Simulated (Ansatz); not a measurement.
Consider this structure.

```
Si
1.0
     5.47009    0.00000    0.00000
     0.00000    5.47009    0.00000
     0.00000    0.00000    5.47009
Si
8
Cartesian
  1.3675 4.1026 4.1026
  0.0000 0.0000 0.0000
  1.3675 1.3675 1.3675
  0.0000 2.7350 2.7350
  4.1026 4.1026 1.3675
  2.7350 0.0000 2.7350
  4.1026 1.3675 4.1026
  2.7350 2.7350 0.0000
```

> What does this file describe?

The element is silicon. It belongs to space group Fd-3m (No. 227) and has a face-centred cubic lattice. Its structure type: diamond. The cell holds eight atoms. The coordination shell of Si holds four Si in a tetrahedral arrangement at 2.37 Å. The bonds build a three-dimensional framework.

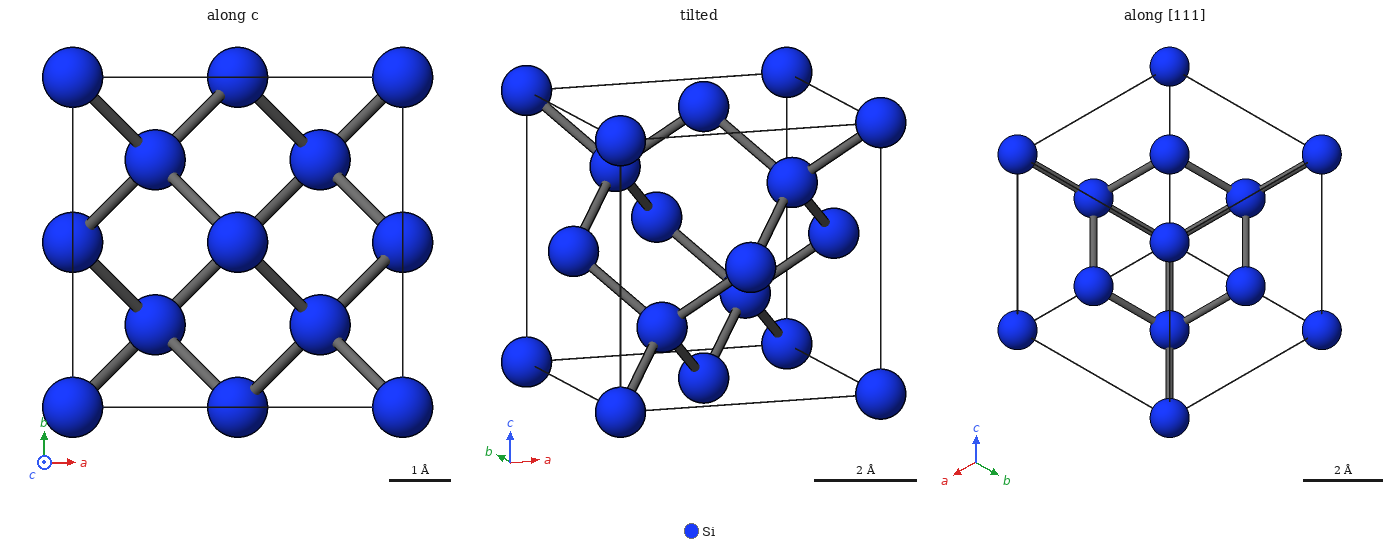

We look at a ball-and-stick model of the crystal along the c axis, slightly off an axis and along [111]. The lines enclose the conventional unit cell; boundary atoms appear with their images.

Starting structure: a structure listed in the Materials Project. Earlier steps of the study, as a rule a relaxation of our own, may have changed the cell and positions, so they can lie some per cent off the listed ones. It was run through Ansatz as a DFT input.
